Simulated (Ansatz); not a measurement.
# Geometry relaxation, with input and output: Al (part 1 of 2)

Al (slab, 16 atoms in the cell), computed with DFT PBE+D3(BJ), scalar-relativistic, plane waves, PAW, no spin polarisation (Ansatz 0.2.0).

The structure derives from an entry of the Crystallography Open Database. The input holds or restrains some coordinates. Forces given for the steps count only the free coordinates. It belongs to a series of runs on one base structure; here: clean slab, lower half held. Figures and captions count atoms from 1; the log counts them from 0 in places.

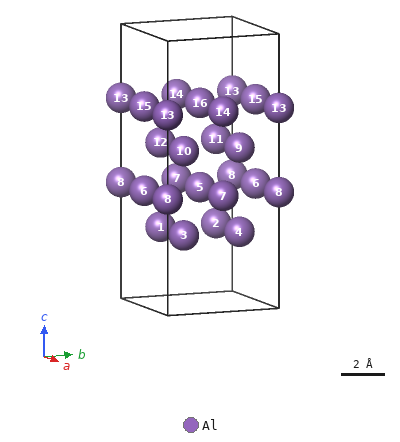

**Figure 1.** The input geometry (spheres-only view of the cell of the calculation, with the vacuum cut short, seen slightly off an axis; atoms are numbered from 1 in the order of the input). An atom can appear more than once, as a periodic image.

### Summary

```tsv
quantity	value
outcome	converged under the restraints of the input
electrons treated	48
free energy	−8600.1568 eV
work function, top face	4.29 eV
work function, bottom face	4.31 eV
Fermi energy	0.162 eV
gap on the k-point mesh	none (metallic)
final volume	728.83 Å³
work function (upper face)	4.29 eV
largest force (length of the vector) at the end, held atoms and coordinates included	0.247 eV/Å
hardware	4 threads of Intel Xeon (Granite Rapids), 32 GiB of memory available, shared host
wall time	8.6 s (CPU time 32 s)
peak memory	1.1 GiB
```

### Notes

Warnings of the run: the exchange-correlation potential is rough where the density is thin.

### The input
```yaml
crystal:
  lattice:
    - [5.6324246406, 0.0, 0.0]
    - [0.0, 5.6324246406, 0.0]
    - [0.0, 0.0, 22.9740884869]
  atoms:
    - { symbol: Al, position: [0.25, 0.25, 0.3699820345] }
    - { symbol: Al, position: [0.25, 0.75, 0.3699820345] }
    - { symbol: Al, position: [0.75, 0.25, 0.3699820345] }
    - { symbol: Al, position: [0.75, 0.75, 0.3699820345] }
    - { symbol: Al, position: [0.5, 0.5, 0.4566606782] }
    - { symbol: Al, position: [0.5, 0.0, 0.4566606782] }
    - { symbol: Al, position: [0.0, 0.5, 0.4566606782] }
    - { symbol: Al, position: [0.0, 0.0, 0.4566606782] }
    - { symbol: Al, position: [0.75, 0.75, 0.5433393218] }
    - { symbol: Al, position: [0.75, 0.25, 0.5433393218] }
    - { symbol: Al, position: [0.25, 0.75, 0.5433393218] }
    - { symbol: Al, position: [0.25, 0.25, 0.5433393218] }
    - { symbol: Al, position: [0.0, 0.0, 0.6300179655] }
    - { symbol: Al, position: [0.0, 0.5, 0.6300179655] }
    - { symbol: Al, position: [0.5, 0.0, 0.6300179655] }
    - { symbol: Al, position: [0.5, 0.5, 0.6300179655] }
basis:
  ecutwfc: 420
kpoints:
  mp_grid: { grid: [5, 5, 1] }
hamiltonian:
  xc: pbe
  dispersion: d3bj
scf:
  occupations: { method: gaussian, width: 0.1 }
output:
  forces: true
  eigenvalues: true
  write_density: true
  write_potential: true
  elf: true
  volumetric_format: npy
relax:
  adjacent_minimum: "off"
  f_tol: 0.03
  max_steps: 70
  constraints: [{ sites: [0, 1, 2, 3, 4, 5, 6, 7] }]
efield:
  axis: 3
  dipole_correction: true
  ramp_width: 0.04
```

Run as:
```bash
ansatz run input.yaml --threads 4 --pin off --max-ram 10240MiB --backend cpu --events-out ev --progress --plain --runs-dir out
```

### Log
```
Engine: ansatz 0.2.0, x86_64-unknown-linux-gnu
Pseudopotentials: kind: paw
Pseudopotential: Al, paw, valence charge 3, recommended cutoff 420 eV (normal), Al.paw.azcp
Functional definition: PBE
  parameter kappa = 0.804
  parameter beta = 0.06672455060314922
  exchange = pbe_x(kappa = kappa, mu = beta*pi^2/3)
  correlation = pbe_c(beta = beta)
Crystal: 16 atoms, lattice volume = 728.835 Å³
Basis set: ecut = 420 eV, 14257 PW (Γ), exchange–correlation on 80×80×320 points (8 copies of the dense FFT grid, shifted against one another)
Bands: 40, of which v1, the nominal top of the filled ones, is band 24 counted from 1 (23 counted from 0)
Symmetry: 32 space group operations
k-points: 6 of 25
Non-local potential: Al, projectors of the file, l = 0: 2, l = 1: 2, l = 2: 1
PAW form: soft (Blöchl's): semilocal exchange-correlation on the pseudo side does not see the compensation charge
PAW one-centre angular grid: Al, 110 points (default); XC on 64 Gauss nodes
Initial density: superposition of atomic densities (neutral atoms: chi_scale 0, normalization atom), corrected by the library's trained network
Initial wavefunctions: pseudopotential atomic-orbital guess
Functional: x = pbe(κ = 0.804, μ = 0.2195149727645171), c = pbe(β = 0.06672455060314922)
SCF iter   1: F=—  HF=-8600.062548 eV  |F-HF|=—  |Δ(HF+E_count)|=         —  Δρ=1.52e-3  dr2=4.16e-2  ethr=1.77e-3  p=0.000 e·Å  D=1.50e-14 V/Å  ΔV_dip=-0.00 eV  dr2_dipole=1.78e-8  V_vac-E_F(+/−)=4.21/4.21 eV  ⟨swp⟩=10.8  Hψ=1484  notcnv=0  defer=2
efield: sawtooth ramp at fractional position 0.9800 (placed from the atoms, in the widest stretch of the axis that holds none; the zero of the levels goes with the place), width 0.0400; the density the first Hamiltonian is built on has a dipole p = 0.000 e·Å; the dipole correction subtracts the counter field D = 1.50e-14 V/Å, which shifts the + side's vacuum level by -0.00 eV against the − side's; the planar-averaged density in the ramp window peaks in size at 6.5e-6 e/Å³
preconditioner: auto → LDOS  [metal: Δε(μ)=0.097 eV  Ē_g=6.272 eV  σ=0.100 eV  W_gap=0.46  n_scr=68 (ndim 8)  ℏωp=9.5 eV  f_vac=0.524  D(μ)=6.89/eV (n_scr^D=28)  β→1.0]
SCF iter   2: F=—  HF=-8600.056657 eV  |F-HF|=—  |Δ(HF+E_count)|=   5.89e-3  Δρ=4.61e-4  dr2=3.37e-3  ethr=8.67e-5  p=0.000 e·Å  D=2.11e-5 V/Å  ΔV_dip=-0.00 eV  dr2_dipole=1.62e-8  V_vac-E_F(+/−)=4.32/4.32 eV  ⟨swp⟩=2.2  Hψ=443  notcnv=0  defer=9
SCF iter   3: F=—  HF=-8600.058685 eV  |F-HF|=—  |Δ(HF+E_count)|=   2.03e-3  Δρ=1.71e-4  dr2=7.75e-4  ethr=7.01e-6  p=0.000 e·Å  D=1.54e-6 V/Å  ΔV_dip=-0.00 eV  dr2_dipole=2.52e-11  V_vac-E_F(+/−)=4.34/4.34 eV  ⟨swp⟩=2.3  Hψ=392  notcnv=0  defer=9
SCF iter   4: F=—  HF=-8600.058577 eV  |F-HF|=—  |Δ(HF+E_count)|=   1.08e-4  Δρ=6.25e-5  dr2=7.87e-5  ethr=1.61e-6  p=-0.000 e·Å  D=-1.06e-6 V/Å  ΔV_dip=0.00 eV  dr2_dipole=5.80e-10  V_vac-E_F(+/−)=4.33/4.33 eV  ⟨swp⟩=2.7  Hψ=353  notcnv=0  defer=9
iter 5 did not close the SCF: its close was put off for the readings that it lacked (scf_convergence_deferred on its scf_iter line)
SCF iter   5: F=-8600.058577 eV  HF=-8600.058579 eV  |F-HF|=1.43e-6  |Δ(HF+E_count)|=   2.04e-6  Δρ=1.61e-5  dr2=7.35e-6  ethr=1.64e-7  p=-0.000 e·Å  D=-2.45e-7 V/Å  ΔV_dip=0.00 eV  dr2_dipole=7.53e-11  V_vac-E_F(+/−)=4.33/4.33 eV  ⟨swp⟩=2.7  Hψ=357  notcnv=0  defer=9
SCF iter   6: F=-8600.058581 eV  HF=-8600.058581 eV  |F-HF|=2.37e-8  |Δ(HF+E_count)|=   2.10e-6  Δρ=2.60e-6  dr2=1.96e-7  ethr=1.53e-8  p=-0.000 e·Å  D=-1.52e-7 V/Å  ΔV_dip=0.00 eV  dr2_dipole=5.46e-12  V_vac-E_F(+/−)=4.32/4.32 eV  ⟨swp⟩=25.3  Hψ=2553  notcnv=0
SCF 1 converged in 6 iterations: F = -8600.058581 eV  dr2 = 1.96e-7
  greatest PAW one-centre occupation: 0.475 electrons in one spin orbital (limit 2), on the Al atom at site 3 (counted from 0), in its partial waves of l = 0
relax step   1: F+E_penalty+E_count = -8600.05858082 eV  Δ(F+E_penalty+E_count) = +0.000e0 eV  max|allowed force component| = 2.843e-1 eV/Å  Δτ_max = 0.0000 Å  (6 SCF iters, dr2 threshold 2.25e-5 eV, accepted)
Initial density: handed on by an earlier stage of this run
Initial wavefunctions: those handed on with the density
iter 1 solved again at ethr=8.63e-4 eV; its pass at ethr=3.10e-3 eV (dr2=4.14e-1 eV) is discarded
SCF iter   1: F=—  HF=-8600.195308 eV  |F-HF|=—  |Δ(HF+E_count)|=         —  Δρ=2.67e-3  dr2=4.10e-1  ethr=8.63e-4  p=-0.000 e·Å  D=-1.45e-7 V/Å  ΔV_dip=0.00 eV  dr2_dipole=6.45e-2  V_vac-E_F(+/−)=4.33/4.33 eV  ⟨swp⟩=1.0  Hψ=1070  notcnv=0  defer=23
efield: sawtooth ramp at fractional position 0.9800 (handed on by an earlier solve), width 0.0400; the density the first Hamiltonian is built on has a dipole p = -0.000 e·Å; the dipole correction subtracts the counter field D = -1.45e-7 V/Å, which shifts the + side's vacuum level by +0.00 eV against the − side's; the planar-averaged density in the ramp window peaks in size at 1.2e-7 e/Å³
preconditioner: auto → LDOS  [insulator: Δε(μ)=0.139 eV  Ē_g=6.153 eV  σ=0.100 eV  W_gap=0.54  n_scr=68 (ndim 8)  ℏωp=9.5 eV  f_vac=0.511  D(μ)=12.03/eV (n_scr^D=68)  ε∞_Penn≈3.4  β→1.0]
SCF iter   2: F=—  HF=-8600.157383 eV  |F-HF|=—  |Δ(HF+E_count)|=   3.79e-2  Δρ=1.15e-3  dr2=1.36e-1  ethr=8.53e-4  p=0.004 e·Å  D=9.21e-4 V/Å  ΔV_dip=-0.02 eV  dr2_dipole=3.73e-2  V_vac-E_F(+/−)=4.31/4.33 eV  ⟨swp⟩=2.2  Hψ=283  notcnv=0  defer=23
SCF iter   3: F=—  HF=-8600.150974 eV  |F-HF|=—  |Δ(HF+E_count)|=   6.41e-3  Δρ=5.62e-4  dr2=2.02e-2  ethr=2.84e-4  p=0.006 e·Å  D=1.47e-3 V/Å  ΔV_dip=-0.03 eV  dr2_dipole=4.51e-3  V_vac-E_F(+/−)=4.28/4.31 eV  ⟨swp⟩=1.8  Hψ=244  notcnv=0  defer=23
SCF iter   4: F=—  HF=-8600.149538 eV  |F-HF|=—  |Δ(HF+E_count)|=   1.44e-3  Δρ=1.02e-4  dr2=4.64e-4  ethr=4.21e-5  p=0.004 e·Å  D=9.17e-4 V/Å  ΔV_dip=-0.02 eV  dr2_dipole=4.53e-5  V_vac-E_F(+/−)=4.29/4.31 eV  ⟨swp⟩=2.0  Hψ=278  notcnv=0  defer=23
SCF iter   5: F=—  HF=-8600.150537 eV  |F-HF|=—  |Δ(HF+E_count)|=   9.98e-4  Δρ=3.71e-5  dr2=1.13e-4  ethr=9.66e-7  p=0.004 e·Å  D=9.80e-4 V/Å  ΔV_dip=-0.02 eV  dr2_dipole=3.31e-5  V_vac-E_F(+/−)=4.29/4.31 eV  ⟨swp⟩=2.0  Hψ=385  notcnv=0  defer=31
SCF iter   6: F=—  HF=-8600.150539 eV  |F-HF|=—  |Δ(HF+E_count)|=   2.36e-6  Δρ=1.27e-5  dr2=1.90e-5  ethr=2.36e-7  p=0.004 e·Å  D=1.01e-3 V/Å  ΔV_dip=-0.02 eV  dr2_dipole=4.97e-6  V_vac-E_F(+/−)=4.29/4.31 eV  ⟨swp⟩=1.3  Hψ=218  notcnv=0  defer=31
SCF iter   7: F=-8600.150540 eV  HF=-8600.150540 eV  |F-HF|=2.35e-7  |Δ(HF+E_count)|=   1.07e-6  Δρ=4.07e-6  dr2=6.83e-7  ethr=1.05e-8  p=0.004 e·Å  D=1.05e-3 V/Å  ΔV_dip=-0.02 eV  dr2_dipole=3.61e-9  V_vac-E_F(+/−)=4.28/4.31 eV  ⟨swp⟩=29.0  Hψ=2509  notcnv=0
SCF 2 converged in 7 iterations: F = -8600.150540 eV  dr2 = 6.83e-7
  greatest PAW one-centre occupation: 0.478 electrons in one spin orbital (limit 2), on the Al atom at site 15 (counted from 0), in its partial waves of l = 0
relax step   2: F+E_penalty+E_count = -8600.15053989 eV  Δ(F+E_penalty+E_count) = -9.196e-2 eV  max|allowed force component| = 5.125e-2 eV/Å  Δτ_max = 0.1949 Å  (7 SCF iters, dr2 threshold 5.05e-6 eV, accepted)
SCF iter   1: F=—  HF=-8600.157935 eV  |F-HF|=—  |Δ(HF+E_count)|=         —  Δρ=5.46e-4  dr2=1.79e-2  ethr=3.79e-4  p=0.004 e·Å  D=1.05e-3 V/Å  ΔV_dip=-0.02 eV  dr2_dipole=2.80e-3  V_vac-E_F(+/−)=4.29/4.31 eV  ⟨swp⟩=2.8  Hψ=540  notcnv=0  defer=42
efield: sawtooth ramp at fractional position 0.9800 (handed on by an earlier solve), width 0.0400; the density the first Hamiltonian is built on has a dipole p = 0.004 e·Å; the dipole correction subtracts the counter field D = 1.05e-3 V/Å, which shifts the + side's vacuum level by -0.02 eV against the − side's; the planar-averaged density in the ramp window peaks in size at 2.9e-7 e/Å³
preconditioner: auto → LDOS  [metal: Δε(μ)=0.023 eV  Ē_g=6.192 eV  σ=0.100 eV  W_gap=0.13  n_scr=68 (ndim 8)  ℏωp=9.5 eV  f_vac=0.516  D(μ)=10.97/eV (n_scr^D=60)  β→1.0]
SCF iter   2: F=—  HF=-8600.156029 eV  |F-HF|=—  |Δ(HF+E_count)|=   1.91e-3  Δρ=2.15e-4  dr2=3.90e-3  ethr=3.73e-5  p=0.004 e·Å  D=1.01e-3 V/Å  ΔV_dip=-0.02 eV  dr2_dipole=9.42e-4  V_vac-E_F(+/−)=4.28/4.31 eV  ⟨swp⟩=2.2  Hψ=338  notcnv=0  defer=38
SCF iter   3: F=—  HF=-8600.155767 eV  |F-HF|=—  |Δ(HF+E_count)|=   2.62e-4  Δρ=8.54e-5  dr2=4.64e-4  ethr=8.13e-6  p=0.003 e·Å  D=7.67e-4 V/Å  ΔV_dip=-0.02 eV  dr2_dipole=9.66e-5  V_vac-E_F(+/−)=4.29/4.31 eV  ⟨swp⟩=1.8  Hψ=288  notcnv=0  defer=38
SCF iter   4: F=—  HF=-8600.155789 eV  |F-HF|=—  |Δ(HF+E_count)|=   2.15e-5  Δρ=1.75e-5  dr2=2.00e-5  ethr=9.67e-7  p=0.003 e·Å  D=8.66e-4 V/Å  ΔV_dip=-0.02 eV  dr2_dipole=3.55e-7  V_vac-E_F(+/−)=4.29/4.31 eV  ⟨swp⟩=2.0  Hψ=253  notcnv=0  defer=38
SCF iter   5: F=—  HF=-8600.156770 eV  |F-HF|=—  |Δ(HF+E_count)|=   9.81e-4  Δρ=7.32e-6  dr2=4.25e-6  ethr=4.16e-8  p=0.003 e·Å  D=8.64e-4 V/Å  ΔV_dip=-0.02 eV  dr2_dipole=6.22e-7  V_vac-E_F(+/−)=4.29/4.31 eV  ⟨swp⟩=2.2  Hψ=332  notcnv=0  defer=38
SCF iter   6: F=—  HF=-8600.156770 eV  |F-HF|=—  |Δ(HF+E_count)|=   2.57e-7  Δρ=3.94e-6  dr2=5.85e-7  ethr=8.86e-9  p=0.003 e·Å  D=8.50e-4 V/Å  ΔV_dip=-0.02 eV  dr2_dipole=1.33e-7  V_vac-E_F(+/−)=4.29/4.31 eV  ⟨swp⟩=2.3  Hψ=341  notcnv=0  defer=38
SCF iter   7: F=-8600.156770 eV  HF=-8600.156770 eV  |F-HF|=3.27e-8  |Δ(HF+E_count)|=   1.90e-7  Δρ=1.10e-6  dr2=2.46e-8  ethr=2.08e-10  p=0.003 e·Å  D=8.49e-4 V/Å  ΔV_dip=-0.02 eV  dr2_dipole=6.89e-9  V_vac-E_F(+/−)=4.29/4.31 eV  ⟨swp⟩=21.3  Hψ=2168  notcnv=0
SCF 3 converged in 7 iterations: F = -8600.156770 eV  dr2 = 2.46e-8
relax step   3: F+E_penalty+E_count = -8600.15677001 eV  Δ(F+E_penalty+E_count) = -6.230e-3 eV  max|allowed force component| = 3.691e-3 eV/Å  Δτ_max = 0.0392 Å  (7 SCF iters, accepted)
```

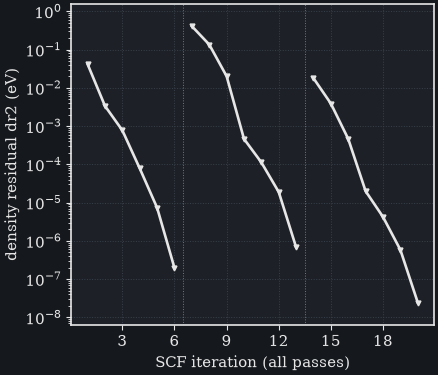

**Figure 2.** Convergence of the self-consistent field: density residual dr2 against the SCF iteration. The dotted lines part the SCF passes of the relaxation: geometry steps, rejected trials and re-solves on a re-selected basis. The passes take 6, 7 and 7 iterations.

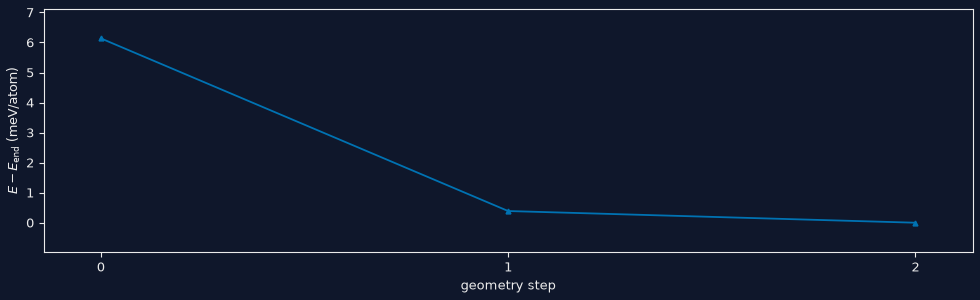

**Figure 3.** Progress of the restrained relaxation, step by step (the first geometry is step 0 here and step 1 in the log).

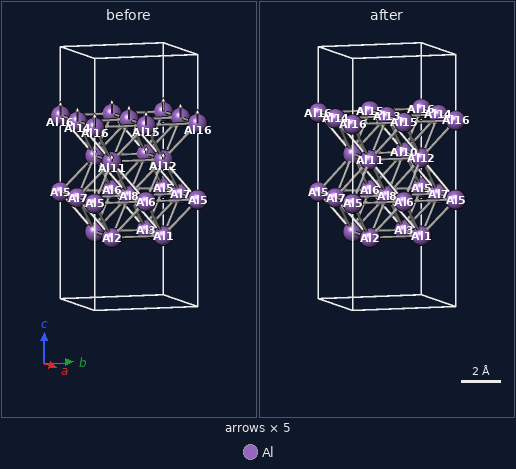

**Figure 4.** Before (left) and after (right) the restrained relaxation, at one scale (ball-and-stick view of the cell of the calculation, with the vacuum cut short (origin shifted), seen slightly off an axis). The white arrows give the displacements, magnified 5 times. The largest moves, 0.16 Å, are those of Al13, Al14, Al15 and Al16. The cell stays as it was. Distances before and after: Al5–Al10 2.816 → 2.876 Å, Al10–Al13 2.816 → 2.868 Å. The energy falls by 6.1 meV per atom in 2 geometry steps. Largest force component: 0.28 eV/Å at the start, 0.0037 eV/Å at the end. (Atoms are counted from 1 in the order of the input.)
